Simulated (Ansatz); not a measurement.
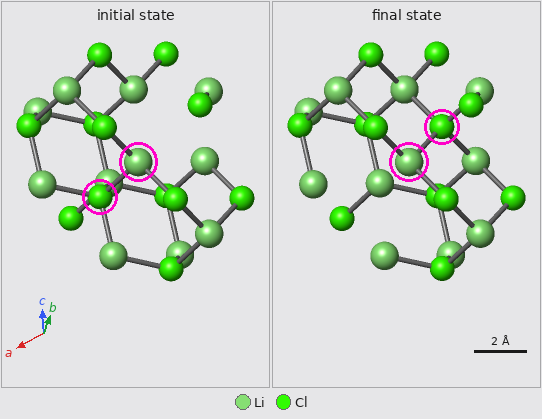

The two relaxed end points of a path for a defect cell of composition Li$_{8}$Cl$_{7}$ with a Cl vacancy (15 atoms in the cell). A ball-and-stick model of the atoms within 4.9 Å of the middle of the path, seen from a free direction. The atoms that move most are ringed. Bonds to atoms that aren't drawn are left out.

Computed with Ansatz, DFT PBE, scalar-relativistic, plane waves, PAW.

Input
```yaml
crystal:
  lattice:
    - [-1.9626901213, 3.3994790095, -6.2893910683]
    - [-1.9626901213, 3.3994790095, 6.2893910683]
    - [7.8507604851, 1.0e-10, 0.0]
  atoms:
    - { symbol: Li, position: [0.7281465985, 0.6052038181, 0.3333504166] }
    - { symbol: Li, position: [0.2275113857, 0.1067848735, 0.3342962592] }
    - { symbol: Li, position: [0.7277092755, 0.6052723681, 0.8337906561] }
    - { symbol: Li, position: [0.228518288, 0.1060813806, 0.8337906561] }
    - { symbol: Li, position: [0.1443231051, 0.5224420539, 0.1659587201] }
    - { symbol: Li, position: [0.6435166662, 0.021635615, 0.1659587201] }
    - { symbol: Li, position: [0.1438424427, 0.5220866977, 0.6659291404] }
    - { symbol: Li, position: [0.6450650269, 0.0212804514, 0.6663454782] }
    - { symbol: Cl, position: [0.4176908583, 0.9157400543, 0.3334309126] }
    - { symbol: Cl, position: [0.9179292034, 0.4147892139, 0.8325224188] }
    - { symbol: Cl, position: [0.4177332049, 0.9145932154, 0.8325224188] }
    - { symbol: Cl, position: [0.8346750097, 0.8322517847, 0.1677423756] }
    - { symbol: Cl, position: [0.3354905909, 0.3330673659, 0.1677423756] }
    - { symbol: Cl, position: [0.8356626495, 0.8304252416, 0.6660878911] }
    - { symbol: Cl, position: [0.3341210765, 0.3330771509, 0.6671982274] }
basis:
  ecutwfc: 420
kpoints:
  mp_grid: { grid: [4, 4, 4] }
hamiltonian:
  xc: pbe
scf:
  occupations: { method: gaussian, width: 0.05 }
output:
  forces: true
neb:
  images: 5
  f_tol: 0.05
  max_iterations: 60
  order_check: false
  final_atoms:
    - { symbol: Li, position: [0.7283707619, 0.6064793968, 0.334041304] }
    - { symbol: Li, position: [0.2275619071, 0.1056705421, 0.334041304] }
    - { symbol: Li, position: [0.7287187252, 0.6049372136, 0.8336559388] }
    - { symbol: Li, position: [0.2279160966, 0.1061587995, 0.8340748961] }
    - { symbol: Li, position: [0.144787131, 0.5218575106, 0.1666446416] }
    - { symbol: Li, position: [0.6432140724, 0.0224904311, 0.1657045036] }
    - { symbol: Li, position: [0.1447228425, 0.5222894618, 0.6662098601] }
    - { symbol: Li, position: [0.6439203983, 0.0214870176, 0.6662098601] }
    - { symbol: Cl, position: [0.4169361735, 0.9145057248, 0.3322585872] }
    - { symbol: Cl, position: [0.9195703712, 0.4143390779, 0.8339094491] }
    - { symbol: Cl, position: [0.4169234294, 0.9158763777, 0.8327998071] }
    - { symbol: Cl, position: [0.8342604031, 0.8323112807, 0.1665716838] }
    - { symbol: Cl, position: [-0.0822471376, 0.4153224137, 0.3322585872] }
    - { symbol: Cl, position: [0.8354055976, 0.8322685125, 0.6674764553] }
    - { symbol: Cl, position: [0.3352079428, 0.3320708577, 0.6674764553] }
```

Launched with:
```bash
ansatz run input.yaml --threads 4 --pin off --max-ram 9216MiB --backend cpu --events-out ev --progress --plain --runs-dir out
```

Question: What barrier does the band find between them, and by what path?

Answer: The barrier is about 0.71 eV in both directions, with image 3 at the top; the ends have the same energy. A Cl atom travels furthest, 3.87 Å from end to end, roughly along [−3 0 1], on a path that bends up to 0.35 Å away from the straight line. At the highest image its nearest neighbour (Li) is 2.29 Å away, against 2.38 Å at the start, and the surrounding atoms stand up to 0.77 Å off the mean of their end positions. The band converged in 13 iterations, with a climbing image at the top.

Energies of the converged images:

| image | path (Å) | E (eV) |
| --- | --- | --- |
| 0 | 0.00 | 0.000 |
| 1 | 0.76 | 0.130 |
| 2 | 1.52 | 0.492 |
| 3 | 2.27 | 0.712 |
| 4 | 3.26 | 0.401 |
| 5 | 4.25 | 0.214 |
| 6 | 5.23 | 0.000 |

The geometry at the top of the path:

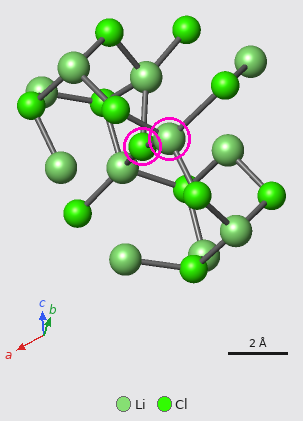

Limits of the set-up: the cell has an odd number of electrons but was run without spin polarisation; the periodic images lie only 7.4 Å apart, so the values are limited by the cell's size.

The run took about 29 core-minutes on a shared host.
